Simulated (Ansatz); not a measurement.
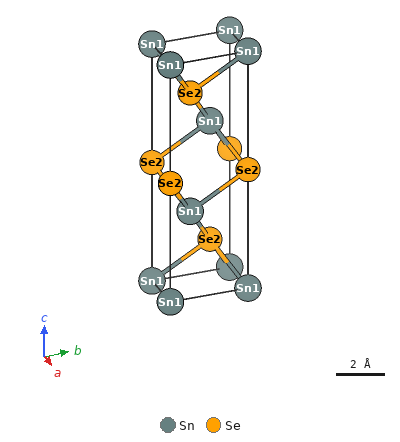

Fig. 1: The structure (ball-and-stick view of the cell 3 times as large as that of the calculation, set on its symmetry axes, seen slightly off an axis; atoms are numbered from 1 in the order of the input). Near neighbours in the crystal (not all of them lie inside the picture): Sn has 6 Se at 3.01 Å; Se has 6 Sn at 3.01 Å.

# Run report: SnSe, field-gradient calculation

The run: field-gradient calculation of SnSe (R-3m, 2 atoms in the cell). Method and program: DFT, LDA, PAW with Ansatz's default frozen-core files, scalar-relativistic, no spin polarisation (Ansatz 0.2.0).

The structure derives from an entry of the Crystallography Open Database. It belongs to a series of runs on one base structure; here: equal xy, yz and zx shear strains of -2 %, PAW files. Figures and captions count atoms from 1; the log counts them from 0 in places.

## What the program printed
```
Sn: output.efg is read without spin–orbit coupling, which moves field gradients at and beside such atoms by some per cent and up to a factor of two; PAW files take it under magnetization.noncollinear and magnetization.spin_orbit
Engine: ansatz 0.2.0, aarch64-unknown-linux-gnu
Pseudopotentials: kind: paw
Pseudopotential: Sn, paw, valence charge 14, recommended cutoff 420 eV (normal), Sn.paw.azcp
Pseudopotential: Se, paw, valence charge 16, recommended cutoff 420 eV (normal), Se.paw.azcp
Functional definition: SPW92
  exchange = slater_x
  correlation = pw_c
Crystal: 2 atoms, lattice volume = 54.525 Å³
Basis set: ecut = 420 eV, 1037 PW (Γ)
Bands: 19, of which v1, the nominal top of the filled ones, is band 15 counted from 1 (14 counted from 0)
Symmetry: 12 space group operations
Space group: R-3m (ITA 166), of the structure as read, at distance tolerance 3.8e-5 Å
k-points: 85 of 729
Non-local potential: Sn, projectors of the file, l = 0: 2, l = 1: 2, l = 2: 2, l = 3: 2
Non-local potential: Se, projectors of the file, l = 0: 2, l = 1: 2, l = 2: 3, l = 3: 1
PAW form: soft (Blöchl's): semilocal exchange-correlation on the pseudo side does not see the compensation charge
PAW frozen core: Sn, regenerated for the run's functional, and the local potential with it (the file was generated under x = pbe(κ = 0.804, μ = 0.2195149727645171), c = pbe(β = 0.06672455060314922))
PAW frozen core: Se, regenerated for the run's functional, and the local potential with it (the file was generated under x = pbe(κ = 0.804, μ = 0.2195149727645171), c = pbe(β = 0.06672455060314922))
PAW one-centre angular grid: Sn, 590 points (default); XC on 64 Gauss nodes
PAW one-centre angular grid: Se, 590 points (default); XC on 64 Gauss nodes
Initial density: superposition of atomic densities (neutral atoms: chi_scale 0, normalization atom), corrected by the library's trained network
Initial wavefunctions: pseudopotential atomic-orbital guess
Functional: x = slater, c = lda
SCF iter   1: F=—  HF=-11263.617733 eV  |F-HF|=—  |Δ(HF+E_count)|=         —  Δρ=5.10e-3  dr2=7.34e-3  ethr=1.77e-3  ⟨swp⟩=6.1  Hψ=8051  notcnv=0
preconditioner: auto → none  [insulator: Δε(μ)=0.377 eV  Ē_g=17.245 eV  σ=0.020 eV  W_gap=1.00  n_scr=14 (ndim 8)  ℏωp=22.5 eV  f_vac=0.015  D(μ)=0.00/eV (n_scr^D=0)  ε∞_Penn≈2.7]
SCF iter   2: F=—  HF=-11263.613101 eV  |F-HF|=—  |Δ(HF+E_count)|=   4.63e-3  Δρ=2.08e-3  dr2=1.02e-3  ethr=2.45e-5  ⟨swp⟩=2.6  Hψ=3408  notcnv=0
SCF iter   3: F=—  HF=-11263.612791 eV  |F-HF|=—  |Δ(HF+E_count)|=   3.10e-4  Δρ=4.33e-4  dr2=2.37e-4  ethr=3.39e-6  ⟨swp⟩=2.0  Hψ=2790  notcnv=0
SCF iter   4: F=—  HF=-11263.612715 eV  |F-HF|=—  |Δ(HF+E_count)|=   7.59e-5  Δρ=1.69e-4  dr2=7.96e-6  ethr=7.90e-7  ⟨swp⟩=2.3  Hψ=2260  notcnv=0
SCF iter   5: F=—  HF=-11263.612714 eV  |F-HF|=—  |Δ(HF+E_count)|=   8.53e-7  Δρ=3.14e-5  dr2=3.44e-7  ethr=2.65e-8  ⟨swp⟩=2.0  Hψ=2890  notcnv=0
SCF iter   6: F=-11263.612714 eV  HF=-11263.612714 eV  |F-HF|=4.37e-8  |Δ(HF+E_count)|=   3.05e-7  Δρ=1.16e-5  dr2=5.49e-8  ethr=3.33e-10  ⟨swp⟩=9.1  Hψ=11616  notcnv=0
SCF 1 converged in 6 iterations: F = -11263.612714 eV  dr2 = 5.49e-8
  greatest PAW one-centre occupation: 1.000 electrons in one spin orbital (limit 2), on the Se atom at site 1 (counted from 0), in its partial waves of l = 2
```

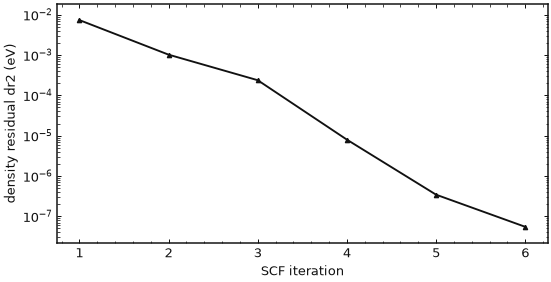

Fig. 2: Convergence of the self-consistent field: density residual dr2 against the SCF iteration. The residual falls at every step.

```
SCF converged after 6 iterations
Free energy (F): -11263.612714 eV
Harris-Foulkes:  -11263.612714 eV  (|F-HF|=4.37e-8)
Internal energy: -11263.612713 eV  (E = F + TS)
E sigma→0 (E₀):  -11263.612713 eV
Entropy (-TS):   -0.000001 eV (-0.000 meV/atom)
Fermi energy:    8.888683 eV
--- Per-component energies (eV) ---
  E_band       = -486.753183
  E_kinetic    = 304.604351
  E_local      = -3337.395533  (includes V_loc(G=0)·N_el)
  E_nonlocal   = -617.604908
  E_hartree    = 1748.445923
  E_xc         = -483.239889
  E_vxc        = -197.541127  (∫ρ·V_xc dr)
  E_paw        = -5818.158591  (= ΣΔE_a)
  E_vpaw       = -135.720396  (= ΣTr[D̂ρ^β])
  E_aug_tail   = -0.000614  (compensation charges beyond the density's cutoff)
  E_ewald      = -3062.905712
  E_core_change = 2.642261  (= ΣΔE_core)
  E_smearing   = -0.000001  (= −TS)
  E_closure    = -0.000000  (closes the sum)
  Σ components = -11263.612714   (vs F -11263.612714, Δ=0.00e0)
--- Forces (eV/Å), atoms counted from 1 ---
  atom   1  Sn    -0.00000000     0.00000000     0.00000000
  atom   2  Se     0.00000000    -0.00000000    -0.00000000
  max |Σ_I F_I| component: 5.92e-31 eV/Å
--- Stress (GPa, compression-positive) ---
       -3.256295       0.392930       0.392930
        0.392930      -3.256295       0.392930
        0.392930       0.392930      -3.256295
  P = ⅓ Tr σ = -3.2563 GPa (-32.563 kbar)
--- PAW observables at the nuclei: V_zz in 10²¹ V/m², potentials from the cell's mean, atoms counted from 1 ---
  atom   1  Sn V_zz =    +0.120915   η = 0.0000   by run symmetry: allowed
            electrostatic potential = -8171.124650 V   contact ρ = 1231561.697633 e/Å³
  atom   2  Se V_zz =    -1.401692   η = 0.0000   by run symmetry: allowed
            electrostatic potential = -4711.311890 V   contact ρ = 261635.202883 e/Å³
--- Band table (eV; the first three rows and the last of 85) ---
  k-point 0: bands = ["-39.0757", "-39.0757", "-39.0708", "-39.0708", "-39.0680", "-12.7379", "-12.7379", "-12.7354", "-12.7327", "-12.7327", "-5.1432", "3.5096", "6.5094", "6.5094", "6.7556", "12.9265", "12.9899", "12.9899", "14.4978"]
  k-point 1: bands = ["-39.0757", "-39.0756", "-39.0708", "-39.0708", "-39.0680", "-12.7388", "-12.7379", "-12.7342", "-12.7328", "-12.7314", "-5.0576", "3.0542", "6.5323", "6.7249", "6.9120", "12.2449", "12.4032", "12.4055", "14.5518"]
  k-point 2: bands = ["-39.0756", "-39.0756", "-39.0708", "-39.0708", "-39.0680", "-12.7414", "-12.7393", "-12.7325", "-12.7304", "-12.7280", "-4.8209", "2.1329", "6.6042", "6.7801", "7.5537", "11.0979", "11.3822", "11.4395", "14.7382"]
  k-point 84: bands = ["-39.0757", "-39.0757", "-39.0707", "-39.0707", "-39.0680", "-12.7452", "-12.7423", "-12.7330", "-12.7219", "-12.7209", "-4.1353", "0.8521", "5.8941", "6.5662", "8.0938", "9.2519", "10.1062", "11.2363", "16.5690"]
```

## File rho_z.tsv
```
# z_ang	rho[e/angstrom^3]
# format = ansatz-planar-average/11
# lattice	-0.060200000	2.979900000	2.979900000
# lattice	2.979900000	-0.060200000	2.979900000
# lattice	2.979900000	2.979900000	-0.060200000
# sites	2
# site	50	0.000000000	0.000000000	0.000000000
# site	34	2.949800000	2.949800000	2.949800000
0.000000	8.496314e-1
0.140488	8.076769e-1
0.280976	6.976004e-1
0.421464	5.574538e-1
0.561953	4.257969e-1
0.702441	3.256750e-1
0.842929	2.633641e-1
0.983417	2.337117e-1
1.123905	2.290958e-1
1.264393	2.490612e-1
1.404882	3.043808e-1
1.545370	4.178872e-1
1.685858	6.166056e-1
1.826346	8.949341e-1
1.966834	1.164863e0
2.107322	1.280245e0
2.247811	1.164863e0
2.388299	8.949341e-1
2.528787	6.166056e-1
2.669275	4.178872e-1
2.809763	3.043808e-1
2.950251	2.490612e-1
3.090740	2.290958e-1
3.231228	2.337117e-1
3.371716	2.633641e-1
3.512204	3.256750e-1
3.652692	4.257969e-1
3.793180	5.574538e-1
3.933669	6.976004e-1
4.074157	8.076769e-1
```

## File v_z.tsv
```
# z_ang	v_es[eV]	v_tot[eV]
# format = ansatz-planar-average/11
# xc	lda
# density_cutoff_ev	1680
# datasets	Sn=:simpson_from_first_knot:soft:shift=-1220914	Se=:simpson_from_first_knot:soft:shift=-2261459
# lattice	-0.060200000	2.979900000	2.979900000
# lattice	2.979900000	-0.060200000	2.979900000
# lattice	2.979900000	2.979900000	-0.060200000
# sites	2
# site	50	0.000000000	0.000000000	0.000000000
# site	34	2.949800000	2.949800000	2.949800000
0.000000	8.527891e0	-2.682054e0
0.140488	8.366254e0	-2.760320e0
0.280976	7.940073e0	-2.954433e0
0.421464	7.402354e0	-3.159651e0
0.561953	6.945961e0	-3.248649e0
0.702441	6.727897e0	-3.130557e0
0.842929	6.788811e0	-2.815832e0
0.983417	6.963650e0	-2.495765e0
1.123905	7.053149e0	-2.364814e0
1.264393	7.025061e0	-2.429543e0
1.404882	6.948703e0	-2.598912e0
1.545370	6.915759e0	-2.768089e0
1.685858	6.944185e0	-2.898525e0
1.826346	6.991288e0	-3.000435e0
1.966834	7.030636e0	-3.066503e0
2.107322	7.045693e0	-3.089377e0
2.247811	7.030636e0	-3.066503e0
2.388299	6.991288e0	-3.000435e0
2.528787	6.944185e0	-2.898525e0
2.669275	6.915759e0	-2.768089e0
2.809763	6.948703e0	-2.598912e0
2.950251	7.025061e0	-2.429543e0
3.090740	7.053149e0	-2.364814e0
3.231228	6.963650e0	-2.495765e0
3.371716	6.788811e0	-2.815832e0
3.512204	6.727897e0	-3.130557e0
3.652692	6.945961e0	-3.248649e0
3.793180	7.402354e0	-3.159651e0
3.933669	7.940073e0	-2.954433e0
4.074157	8.366254e0	-2.760320e0
```

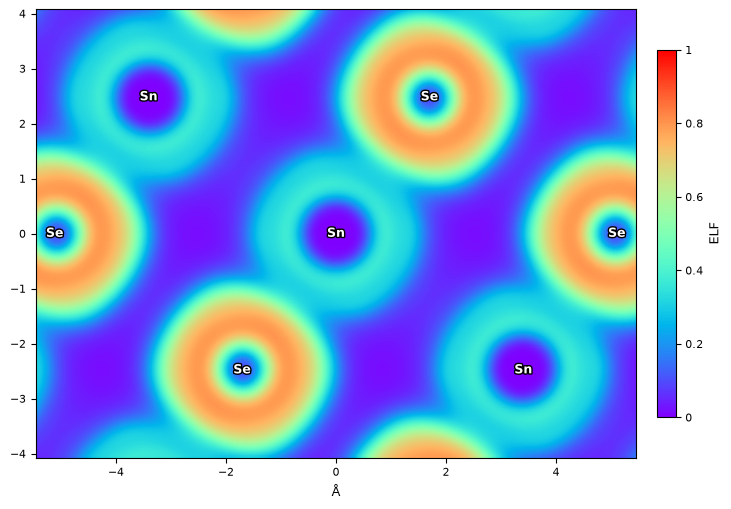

Fig. 3: Electron localisation function on the (110) plane of the conventional cell. Sn–Se (3.01 Å): the ELF peaks at about 0.80 in the valence shell of Se, 0.8 Å from its nucleus, and drops to about 0.30 between the two atoms. In a PAW calculation such maps are meaningful between the atoms, not at the nuclei.

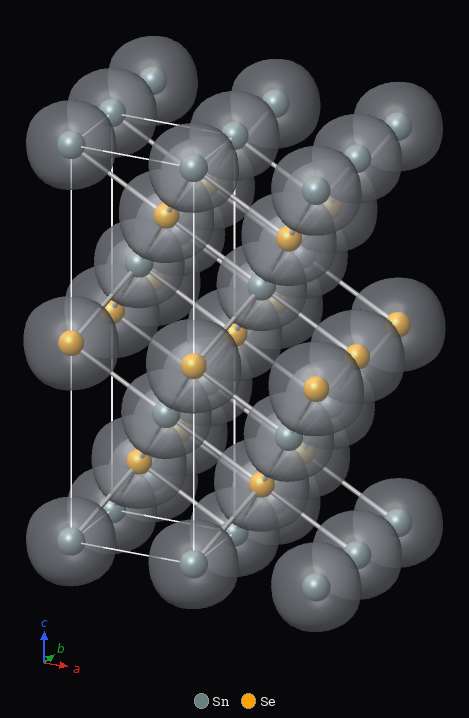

Fig. 4: Isosurface of the valence pseudo-density at 0.3 e/Å³ (grey), seen slightly off an axis. Sticks mark near contacts. The outline is the cell set on symmetry axes. At this value the density breaks into separate islands; it holds about 85 % of the electrons treated as valence (semicore included). It is pinched off along the Sn–Se (3.01 Å) contacts. On the grid the lowest density along these lines, outside the cores, is 0.22 e/Å³ (Sn–Se, 3.01 Å).

The run was set up as follows.

## Input
```yaml
crystal:
  lattice:
    - [-0.0602, 2.9799, 2.9799]
    - [2.9799, -0.0602, 2.9799]
    - [2.9799, 2.9799, -0.0602]
  atoms:
    - { symbol: Sn, position: [0.0, 0.0, 0.0] }
    - { symbol: Se, position: [0.5, 0.5, 0.5] }
kpoints:
  mp_grid: { grid: [9, 9, 9] }
scf:
  occupations: { method: fermi_dirac, width: 0.02 }
hamiltonian:
  xc: lda
  pseudopotentials: { kind: paw }
output:
  forces: true
  stress: true
  eigenvalues: true
  efg: { contact_densities: true }
  write_density: true
  write_potential: true
  elf: true
  volumetric_format: npy
```

Run as:
```bash
ansatz run input.yaml --threads 1 --pin off --max-ram 3072MiB --backend cpu --events-out ev --progress --plain --runs-dir out
```

## Summary

| quantity | value |
| --- | --- |
| outcome | converged |
| space group (tolerance 0.01 Å) | R-3m (166) |
| electrons treated | 30 |
| free energy | −11263.6127 eV |
| Fermi energy | 8.889 eV |
| pressure | −3.26 GPa |
| field gradient V_zz (10²¹ V/m²) | Sn 0.12, Se −1.40 |
| largest force (length of the vector) | under 0.001 eV/Å |
| hardware | 1 thread of Arm Neoverse V2, 24 GiB of memory available, shared host |
| wall time | 6 s |
| peak memory | 0.42 GiB |

## Remarks

Warnings of the run: the field gradients leave out spin–orbit coupling.
